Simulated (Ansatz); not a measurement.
Run report: PtS₂, geometry relaxation (part 2 of 2)

The same run, continued: PtS₂ (P1, 6 atoms in the cell); DFT, PBEsol, plane waves, PAW, no spin polarisation (Ansatz 0.2.0); cutoff 420 eV, 6×6×4 k-mesh, Fermi–Dirac smearing of 0.05 eV. The structure was built on a prototype by a generator.

Geometry of the input (Å; fractional positions):
```
7.0480  -0.0025  0.0247
-1.7631  3.0968  -0.0316
0.0168  -0.0399  4.8967
Pt -0.0036  -0.0011  0.0014
S  0.1679  0.6830  0.2526
S  0.3439  0.3419  0.7413
Pt 0.5067  -0.0219  0.0037
S  0.6595  0.6560  0.2420
S  0.8406  0.3483  0.7573
```

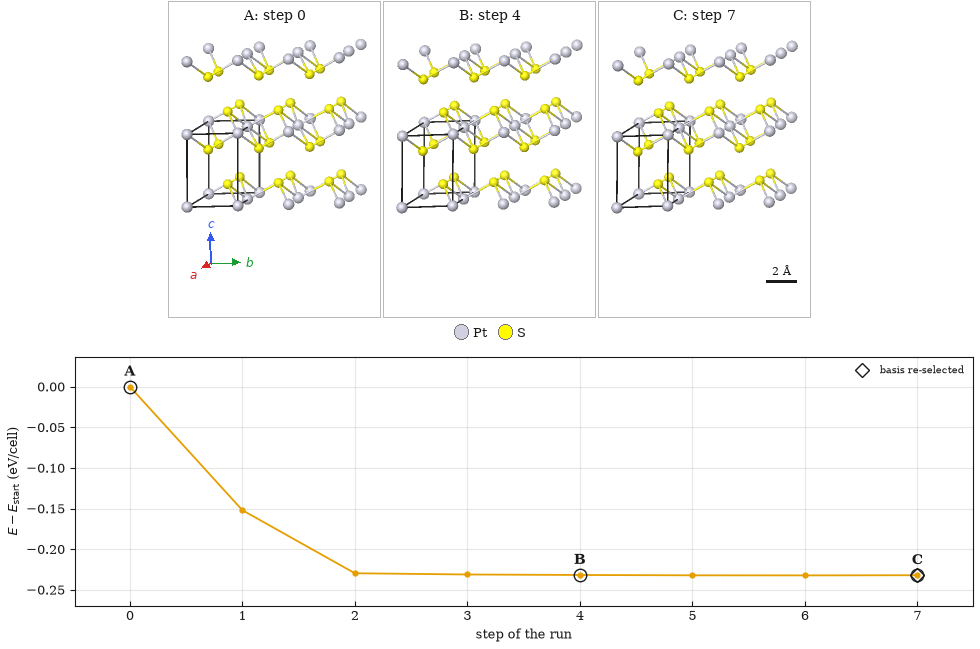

**Figure 1.** Frames of the relaxation (ball-and-stick view of the cell of the calculation, repeated 1 × 3 × 2, seen slightly off an axis) above the curves, on which the letters mark them (the first geometry is step 0 here and step 1 in the log).

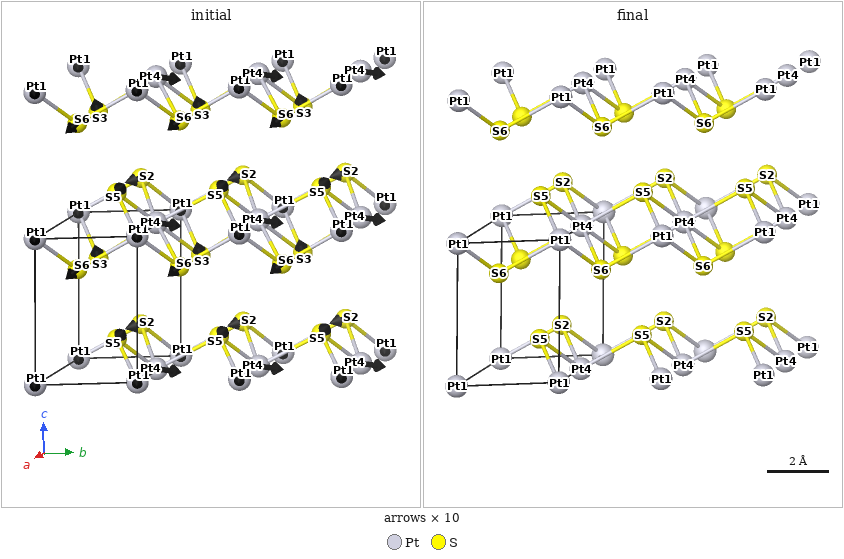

**Figure 2.** Before (left) and after (right) the relaxation, at one scale (ball-and-stick view of the cell of the calculation, repeated 1 × 3 × 2, seen slightly off an axis). The black arrows give the displacements (without the part carried along by the change of the cell), magnified 10 times. The energy falls by 0.232 eV per cell of the calculation in 6 geometry steps. The largest force component goes from 1.8 to 0.0034 eV/Å. The pressure goes from 0.81 to 0.03 GPa. The atom that moves furthest relative to the cell is Pt4 (0.10 Å). By element the largest moves are Pt 0.10 Å, S 0.07 Å. The volume changes by −1.1 %, with a 7.048 → 7.141 Å (+1.3 %), b 3.564 → 3.570 Å (+0.2 %), c 4.897 → 4.786 Å (−2.3 %), α 91.0° → 90.0°, β 89.6° → 90.0°, γ 119.7° → 120.0°. Among the contacts that change: Pt4–S5 2.264 → 2.384 Å, S3–Pt4 2.490 → 2.384 Å, Pt1–S3 2.482 → 2.384 Å, Pt1–S6 2.326 → 2.384 Å. Among the angles that change: S2–Pt4–S6 173.2° → 180.0°, S3–Pt4–S6 91.5° → 97.0°, S3–Pt4–S5 174.6° → 180.0°. The space group (tolerance 0.01 Å) goes from P1 (No. 1) to P-3m1 (No. 164). A last SCF at the same geometry on a re-selected plane-wave basis shifts the energy by +0.2 meV per cell of the calculation. (Atoms are counted from 1 in the order of the input.)

```
basis re-selected at this cell: Δ(F+E_penalty+E_count) = +1.933e-4 eV, ΔP = +0.001 GPa vs the last step (what re-selecting the basis moved, of the pressure what is left beyond the Pulay correction that the steps carried, after the strain that the cell walked since its last selection, with what the two solves' SCF thresholds leave and, on support functions, any second-order correction that the steps lacked; it is no measure of the basis error at this ecutwfc). The dense FFT grid was sized anew with the basis: this SCF ran on 48×24×32 points, the steps before it on 48×24×36, so part of this shift can come from that change (see relax.cell in the input reference). This SCF's stress stands 4.78e-2 GPa from its target on what of the cell is left free (relax.cell.stress_tol is 5.00e-2 GPa) and its largest allowed force component is 3.38e-3 eV/Å (relax.f_tol is 1.00e-2 eV/Å): within both
SCF converged after 8 iterations
Free energy (F): -28309.761804 eV
Harris-Foulkes:  -28309.761804 eV  (|F-HF|=1.46e-11)
Internal energy: -28309.760234 eV  (E = F + TS)
E sigma→0 (E₀):  -28309.761019 eV
Entropy (-TS):   -0.001570 eV (-0.262 meV/atom)
Fermi energy:    11.951501 eV
--- Per-component energies (eV) ---
  E_band       = -603.179027
  E_kinetic    = 1701.215753
  E_local      = -5767.320061  (includes V_loc(G=0)·N_el)
  E_nonlocal   = 517.697754
  E_hartree    = 2250.596163
  E_xc         = -905.627936
  E_vxc        = -955.035734  (∫ρ·V_xc dr)
  E_paw        = -20968.096693  (= ΣΔE_a)
  E_vpaw       = -600.929419  (= ΣTr[D̂ρ^β])
  E_aug_tail   = 0.000353  (compensation charges beyond the density's cutoff)
  E_ewald      = -5139.047327
  E_core_change = 0.821760  (= ΣΔE_core)
  E_smearing   = -0.001570  (= −TS)
  E_closure    = 0.000000  (closes the sum)
  Σ components = -28309.761804   (vs F -28309.761804, Δ=0.00e0)
--- Forces (eV/Å), atoms counted from 1 ---
  atom   1  Pt     0.00177870    -0.00276451     0.00104299
  atom   2  S     -0.00338055     0.00260456     0.00156242
  atom   3  S      0.00138527     0.00114535    -0.00149876
  atom   4  Pt     0.00065850    -0.00226374    -0.00129487
  atom   5  S     -0.00155776    -0.00133736     0.00223641
  atom   6  S      0.00111609     0.00261574    -0.00204769
  max |Σ_I F_I| component: 4.85e-7 eV/Å
--- Stress (GPa, compression-positive) ---
        0.042170       0.008372       0.003602
        0.008372       0.033514       0.002567
        0.003602       0.002567       0.009173
  P = ⅓ Tr σ = 0.0283 GPa (0.283 kbar)
--- Band table (eV; the first three rows and the last of 76) ---
  k-point 0: bands = ["-87.9529", "-87.9525", "-42.1767", "-42.1612", "-42.1561", "-42.1560", "-42.0344", "-42.0318", "-3.9368", "-1.8547", "-1.7671", "-0.6135", "4.1668", "4.3951", "4.8090", "4.8104", "5.5953", "6.2546", "7.5066", "7.6864", "7.6868", "8.0310", "8.0390", "8.3575", "8.4479", "9.0585", "9.5317", "10.4044", "10.4051", "11.8734", "12.8460", "13.3840", "13.3879", "14.2605", "15.6592", "16.9072"]
  k-point 1: bands = ["-87.9529", "-87.9525", "-42.1767", "-42.1612", "-42.1561", "-42.1560", "-42.0345", "-42.0319", "-3.7001", "-1.9896", "-1.5513", "-1.2099", "3.9949", "4.8331", "4.8341", "5.2248", "5.4806", "5.9434", "7.1012", "7.6623", "7.6627", "8.2585", "8.2906", "8.4193", "8.6127", "9.3241", "9.6558", "10.1906", "10.1931", "11.0664", "13.4428", "13.5853", "13.8098", "13.8101", "16.1924", "16.3409"]
  k-point 2: bands = ["-87.9529", "-87.9525", "-42.1767", "-42.1612", "-42.1561", "-42.1560", "-42.0346", "-42.0319", "-3.3432", "-2.0426", "-1.8593", "-1.4130", "3.7942", "4.8576", "4.8582", "5.3814", "5.8099", "6.2486", "6.7732", "7.6407", "7.6411", "8.3266", "8.3361", "8.7095", "8.7286", "8.7363", "10.0000", "10.0048", "10.3616", "10.5076", "12.9834", "13.6582", "14.2624", "14.2650", "16.7092", "16.8678"]
  k-point 75: bands = ["-87.9525", "-87.9525", "-42.1728", "-42.1727", "-42.1652", "-42.1652", "-42.0319", "-42.0319", "-1.7694", "-1.7689", "-1.7597", "-1.7597", "4.6530", "4.6531", "4.8665", "4.8669", "6.0968", "6.0974", "6.5950", "6.5955", "7.1908", "7.1909", "8.3938", "8.3939", "8.7139", "8.7140", "9.2259", "9.2264", "9.8466", "9.8473", "13.4659", "13.4660", "13.5594", "13.5595", "18.0057", "18.0067"]
--- Relaxed structure (7 steps of the walk, 7 accepted, 1 SCFs on fresh bases) ---
  F+E_penalty+E_count = -28309.76180383 eV   max|allowed force component| = 3.381e-3 eV/Å   (the final SCF, on the basis selected at the relaxed cell)
  cell:  # Å, volume = 105.6780 Å³
    - [7.141355935564125, 0.0005667452717456277, 0.0017050197638291582]
    - [-1.7850989037207736, 3.091854750574351, 0.00032392817046059813]
    - [0.0014139089757947837, 0.0006473696328073292, 4.785916100596745]
  atoms:
    - { symbol: Pt, position: [0.00249491543609368, 0.0010291264586672004, -0.00031168044862904304] }
    - { symbol: S, position: [0.1690469098972864, 0.6674638103925993, 0.24983008574264848] }
    - { symbol: S, position: [0.3359453115842911, 0.33449656938013794, 0.74959294930977] }
    - { symbol: Pt, position: [0.5025007366703478, 0.0010724811156666348, -0.0002638717462582523] }
    - { symbol: S, position: [0.669070377920957, 0.6676115052229249, 0.24983251488468491] }
    - { symbol: S, position: [0.8359208683910242, 0.33443584323000397, 0.7495876586577838] }
```

### File rho_z.tsv
```
# z_ang	rho[e/angstrom^3]
# format = ansatz-planar-average/11
# lattice	7.141355936	0.000566745	0.001705020
# lattice	-1.785098904	3.091854751	0.000323928
# lattice	0.001413909	0.000647370	4.785916101
# sites	6
# site	78	0.015979546	0.003183122	-0.001487089
# site	16	0.016088474	2.063958692	1.196170268
# site	16	1.803055442	1.034890466	3.588170111
# site	78	3.586621760	0.003600575	-0.000405747
# site	16	3.586670389	2.064698730	1.197034492
# site	16	5.373667247	1.034986065	3.588997239
0.000000	1.525721e0
0.149560	1.448559e0
0.299120	1.257286e0
0.448680	1.021637e0
0.598240	7.995569e-1
0.747799	6.294539e-1
0.897359	5.192462e-1
1.046919	4.467209e-1
1.196479	3.955613e-1
1.346039	3.634256e-1
1.495599	3.387300e-1
1.645159	3.047636e-1
1.794719	2.551552e-1
1.944279	1.992523e-1
2.093838	1.516181e-1
2.243398	1.216229e-1
2.392958	1.117305e-1
2.542518	1.219963e-1
2.692078	1.523558e-1
2.841638	2.002523e-1
2.991198	2.561758e-1
3.140758	3.055404e-1
3.290317	3.392260e-1
3.439877	3.638970e-1
3.589437	3.963189e-1
3.738997	4.478509e-1
3.888557	5.208491e-1
4.038117	6.320071e-1
4.187677	8.032537e-1
4.337237	1.026000e0
4.486797	1.261412e0
4.636356	1.451217e0
```

### File v_z.tsv
```
# z_ang	v_es[eV]	v_tot[eV]
# format = ansatz-planar-average/11
# xc	pbesol
# density_cutoff_ev	1680
# datasets	Pt=:simpson_from_first_knot:soft:shift=-937721	S=:simpson_from_first_knot:soft:shift=-322627
# lattice	7.141355936	0.000566745	0.001705020
# lattice	-1.785098904	3.091854751	0.000323928
# lattice	0.001413909	0.000647370	4.785916101
# sites	6
# site	78	0.015979546	0.003183122	-0.001487089
# site	16	0.016088474	2.063958692	1.196170268
# site	16	1.803055442	1.034890466	3.588170111
# site	78	3.586621760	0.003600575	-0.000405747
# site	16	3.586670389	2.064698730	1.197034492
# site	16	5.373667247	1.034986065	3.588997239
0.000000	-3.138281e0	-1.754197e1
0.149560	-2.750042e0	-1.707118e1
0.299120	-1.701242e0	-1.578068e1
0.448680	-3.900311e-1	-1.410365e1
0.598240	8.912832e-1	-1.237990e1
0.747799	2.196839e0	-1.066469e1
0.897359	3.425553e0	-9.139031e0
1.046919	4.307482e0	-7.984446e0
1.196479	4.985727e0	-6.924044e0
1.346039	5.737867e0	-5.609503e0
1.495599	6.780878e0	-3.849878e0
1.645159	8.388395e0	-1.502199e0
1.794719	1.054323e1	1.325958e0
1.944279	1.267742e1	4.084303e0
2.093838	1.415219e1	6.096424e0
2.243398	1.489508e1	7.178442e0
2.392958	1.512076e1	7.508651e0
2.542518	1.488649e1	7.165777e0
2.692078	1.413222e1	6.068007e0
2.841638	1.264264e1	4.038455e0
2.991198	1.050116e1	1.271958e0
3.140758	8.352770e0	-1.550950e0
3.290317	6.757189e0	-3.887496e0
3.439877	5.722182e0	-5.637240e0
3.589437	4.973178e0	-6.945170e0
3.738997	4.294176e0	-8.003406e0
3.888557	3.405772e0	-9.163569e0
4.038117	2.172693e0	-1.069531e1
4.187677	8.679612e-1	-1.241148e1
4.337237	-4.139568e-1	-1.413517e1
4.486797	-1.724331e0	-1.580945e1
4.636356	-2.763879e0	-1.708801e1
```

### Trajectory as extended XYZ (Å, eV, eV/Å), 8 frames, from step=1 to step=8
```
6
Lattice="7.0480 -0.0025 0.0247 -1.7631 3.0968 -0.0316 0.0168 -0.0399 4.8967" Properties=species:S:1:pos:R:3:forces:R:3 step=1 energy=-28309.52977 pressure_GPa=0.81
Pt   -0.0233   -0.0035    0.0068    0.7985   0.7619   0.0890
S    -0.0165    2.1045    1.2194    0.1613  -0.4454  -0.3228
S     1.8337    1.0282    3.6278   -0.1058  -0.7707   0.6064
Pt    3.6098   -0.0692    0.0312   -1.7605   1.2075  -0.8029
S     3.4955    2.0203    1.1804    0.9352  -0.1552   0.6703
S     5.3229    1.0462    3.7181   -0.0288  -0.5981  -0.2400
6
Lattice="7.1847 0.0423 0.0220 -1.7777 3.0791 -0.0070 0.0151 -0.0023 4.8510" Properties=species:S:1:pos:R:3:forces:R:3 step=2 energy=-28309.68179 pressure_GPa=-0.36
Pt    0.0472   -0.0506   -0.0096   -0.2757   0.5072   0.1297
S     0.0441    2.0150    1.1935   -0.0214   0.2662  -0.0338
S     1.8066    1.0915    3.6637    0.2556  -0.4768  -0.0059
Pt    3.5909    0.0520    0.0174   -0.0719   0.1550  -0.1249
S     3.5914    2.1526    1.1906    0.3268  -0.6041   0.1587
S     5.4533    1.0184    3.6791   -0.2135   0.1525  -0.1238
6
Lattice="7.1206 -0.0063 0.0234 -1.7830 3.0874 -0.0010 0.0162 0.0078 4.8580" Properties=species:S:1:pos:R:3:forces:R:3 step=3 energy=-28309.75938 pressure_GPa=0.39
Pt    0.0156    0.0032    0.0002    0.0015   0.0167  -0.0285
S     0.0107    2.0616    1.2024   -0.0005  -0.0311   0.0293
S     1.8148    1.0386    3.6644   -0.0020   0.0052  -0.0387
Pt    3.5770   -0.0007    0.0086   -0.0112  -0.0013   0.0330
S     3.5721    2.0547    1.2134   -0.0235  -0.0018   0.0289
S     5.3735    1.0360    3.6755    0.0358   0.0124  -0.0239
6
Lattice="7.1404 0.0034 0.0090 -1.7836 3.0897 -0.0007 0.0063 0.0024 4.8434" Properties=species:S:1:pos:R:3:forces:R:3 step=4 energy=-28309.76089 pressure_GPa=-0.31
Pt    0.0160    0.0033   -0.0011   -0.0045   0.0046   0.0002
S     0.0149    2.0637    1.1999    0.0149  -0.0049  -0.0224
S     1.8096    1.0368    3.6444   -0.0091  -0.0016   0.0236
Pt    3.5864    0.0043    0.0029   -0.0004   0.0055  -0.0004
S     3.5855    2.0637    1.2044    0.0101   0.0099  -0.0243
S     5.3799    1.0398    3.6491   -0.0111  -0.0135   0.0233
6
Lattice="7.1383 0.0036 0.0044 -1.7830 3.0885 -0.0002 0.0031 0.0013 4.8249" Properties=species:S:1:pos:R:3:forces:R:3 step=5 energy=-28309.76151 pressure_GPa=-0.05
Pt    0.0163    0.0030   -0.0015   -0.0068  -0.0011   0.0041
S     0.0163    2.0621    1.1982    0.0065   0.0048  -0.0022
S     1.8048    1.0355    3.6261   -0.0036   0.0004   0.0011
Pt    3.5848    0.0052    0.0009    0.0073  -0.0021  -0.0015
S     3.5852    2.0644    1.2007    0.0077   0.0026  -0.0058
S     5.3746    1.0374    3.6280   -0.0111  -0.0046   0.0042
6
Lattice="7.1391 0.0013 0.0009 -1.7842 3.0904 0.0003 0.0008 0.0005 4.7971" Properties=species:S:1:pos:R:3:forces:R:3 step=6 energy=-28309.76191 pressure_GPa=0.06
Pt    0.0161    0.0032   -0.0016    0.0004  -0.0054   0.0028
S     0.0165    2.0629    1.1967   -0.0034   0.0061   0.0037
S     1.8019    1.0344    3.5985    0.0003   0.0017  -0.0043
Pt    3.5853    0.0042   -0.0007    0.0040  -0.0047  -0.0023
S     3.5857    2.0644    1.1972    0.0008  -0.0007   0.0037
S     5.3715    1.0348    3.5988   -0.0022   0.0031  -0.0036
6
Lattice="7.1414 0.0006 0.0017 -1.7851 3.0919 0.0003 0.0014 0.0006 4.7859" Properties=species:S:1:pos:R:3:forces:R:3 step=7 energy=-28309.76200 pressure_GPa=0.03
Pt    0.0160    0.0032   -0.0015    0.0018  -0.0028   0.0010
S     0.0161    2.0640    1.1962   -0.0034   0.0026   0.0016
S     1.8031    1.0349    3.5882    0.0014   0.0012  -0.0015
Pt    3.5866    0.0036   -0.0004    0.0007  -0.0023  -0.0013
S     3.5867    2.0647    1.1970   -0.0016  -0.0013   0.0023
S     5.3737    1.0350    3.5890    0.0011   0.0026  -0.0021
6
Lattice="7.1414 0.0006 0.0017 -1.7851 3.0919 0.0003 0.0014 0.0006 4.7859" Properties=species:S:1:pos:R:3:forces:R:3 step=8 energy=-28309.76180 pressure_GPa=0.03
Pt    0.0160    0.0032   -0.0015    0.0018  -0.0028   0.0010
S     0.0161    2.0640    1.1962   -0.0034   0.0026   0.0016
S     1.8031    1.0349    3.5882    0.0014   0.0011  -0.0015
Pt    3.5866    0.0036   -0.0004    0.0007  -0.0023  -0.0013
S     3.5867    2.0647    1.1970   -0.0016  -0.0013   0.0022
S     5.3737    1.0350    3.5890    0.0011   0.0026  -0.0020
```

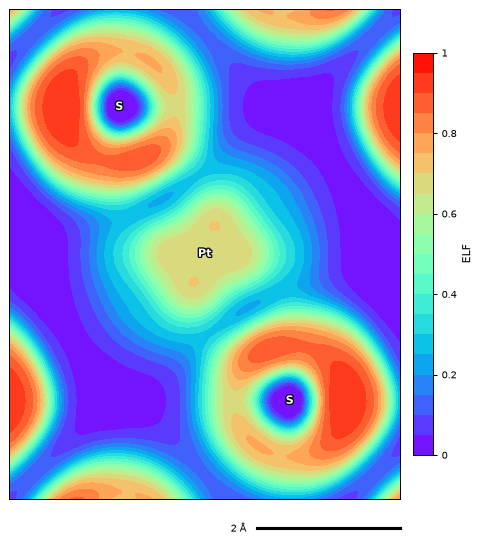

**Figure 3.** Electron localisation function on the (11̄0) plane of the calculation cell. The section cuts through Pt and S sites. Pt–S (2.38 Å): the ELF is about 0.45 at the midpoint. The strong features right at Pt lie inside the PAW spheres (semicore, d or f shells) and say nothing about bonding. Core electrons are frozen (PAW), so the fields are smoothed inside the atomic spheres.

### Results in brief

- outcome: converged
- space group (tolerance 0.01 Å): P1 (1) → P-3m1 (164)
- electrons treated: 60
- free energy: −28309.7618 eV
- Fermi energy: 11.952 eV
- band gap: 0.27 eV
- pressure: 0.03 GPa
- final volume: 105.68 Å³
- largest force (length of the vector) at the end: 0.005 eV/Å
- final cell: a = 7.141 Å, b = 3.570 Å, c = 4.786 Å, α = 90.00°, β = 89.97°, γ = 120.00°
- wall time: 2.1 min (CPU time 4.1 min)
- peak memory: 0.47 GiB

### Remarks

Spin–orbit coupling is left out, which matters for Pt.
